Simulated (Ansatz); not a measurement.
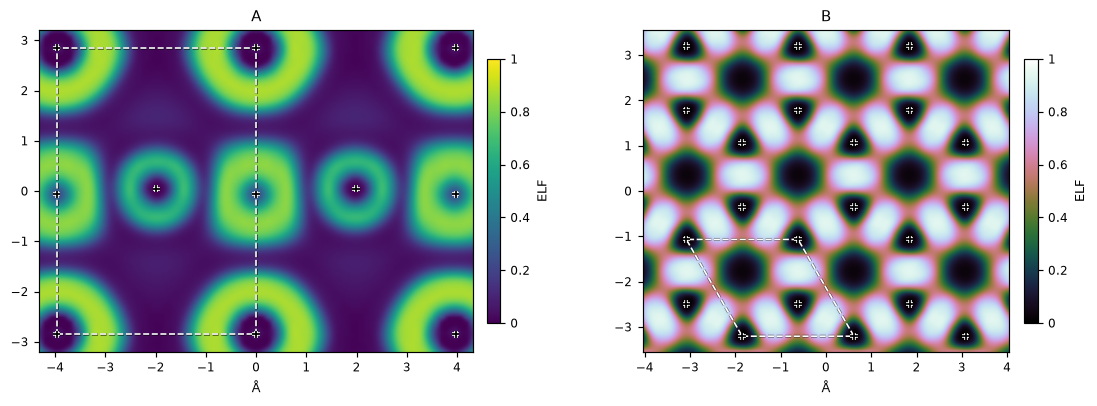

The ELF of 2 systems, each on a plane through atoms (crosses mark nuclei in the plane).

Level of theory: DFT PBE, scalar-relativistic, plane waves, PAW (Ansatz 0.2.0).

System 1: BaTiO3, the (101) plane of the conventional cell. Space group P4mm; changed on purpose from its base cell (volume × 0.97, shape and atoms relaxed); computed pressure about 3 GPa in this cell; computed without spin polarisation.

System 2: C, the (001) plane of the conventional cell. Space group P6₃/mmc.

```yaml
crystal:
  lattice:
    - [2.46653, 0.00000, 0.00000]
    - [-1.23327, 2.13608, 0.00000]
    - [0.00000, 0.00000, 8.51285]
  atoms:
    - { symbol: C, position: [0.00000, 0.00000, 0.75000] }
    - { symbol: C, position: [0.00000, 0.00000, 0.25000] }
    - { symbol: C, position: [0.33333, 0.66667, 0.75000] }
    - { symbol: C, position: [0.66667, 0.33333, 0.25000] }
```

### Match each panel to its system.

Panel A is system 1, BaTiO3: the plane holds Ba, Ti and O. Ba–O (2.79 Å): the ELF is about 0.15 at the midpoint: a closed-shell, largely ionic contact. Panel B is system 2, C: the plane holds C. C–C (1.42 Å): the ELF peaks at about 0.95 between the atoms.
